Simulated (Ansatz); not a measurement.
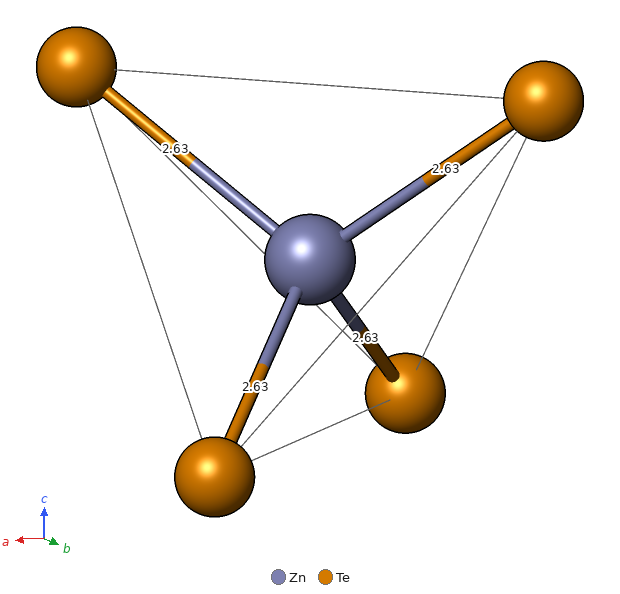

Coordination of Zn in ZnTe (F-43m); bond lengths in Å. Continuous shape measures are computed against ideal polyhedra (0 is ideal; above about 3 the distortion is strong). Origin: a calculation's input that goes back to an entry of the Crystallography Open Database (an earlier step may have relaxed or displaced it).

Q: Name the coordination polyhedron and say how regular it is.

A: ZnTe4: an essentially ideal tetrahedron (coordination number 4, S = 0.00; next best see-saw, S = 9.8).

Q: Does the central atom sit at the centroid of its ligands?

A: Yes, to within 0.01 Å; the site symmetry is -43m.
